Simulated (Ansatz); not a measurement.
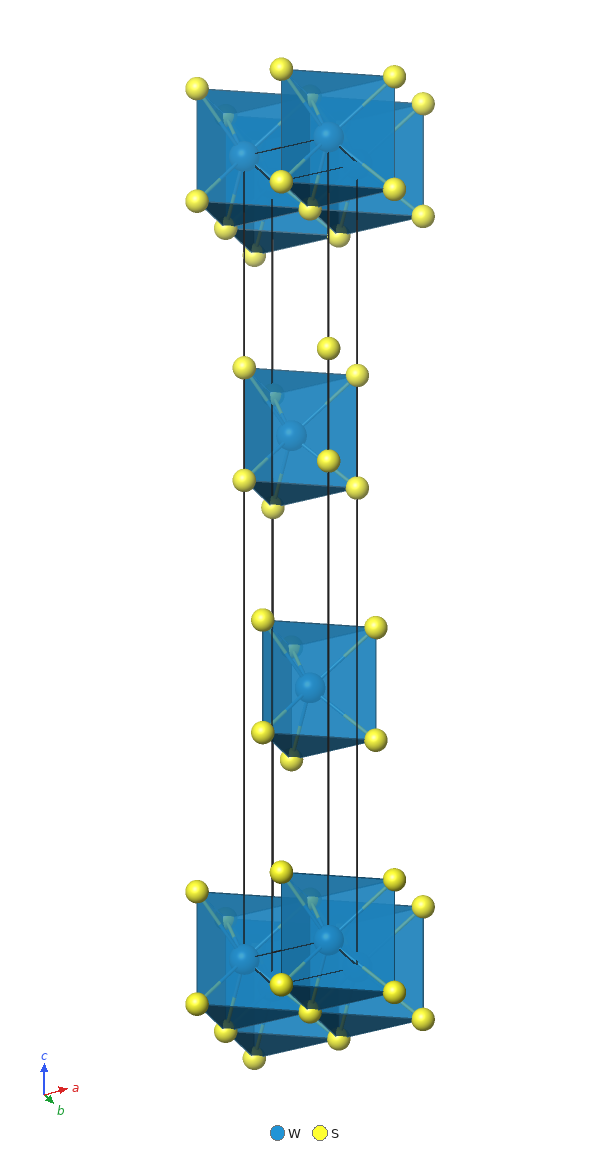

Polyhedral representation of a periodic structure, projected from a general direction. One conventional unit cell is framed, with atoms on its boundary repeated. Some neighbours outside the box are added.

The structure is one of WS2. The lattice is rhombohedral (trigonal R) and the space group R3m (No. 160). The cell comprises 3 formula units: 3 W, 6 S. The polyhedra are WS6 trigonal prisms; they share edges. The W atoms are each bonded to six S in a trigonal prismatic arrangement. S is surrounded by three W in a trigonal pyramidal arrangement. Not all metal-metal contacts are counted. The bonds build WS2 layers parallel to (001).

The structure was taken from a structure listed in the Materials Project. Earlier steps of the study may have refined or changed the cell and positions. An electronic-structure calculation with Ansatz was run on it.
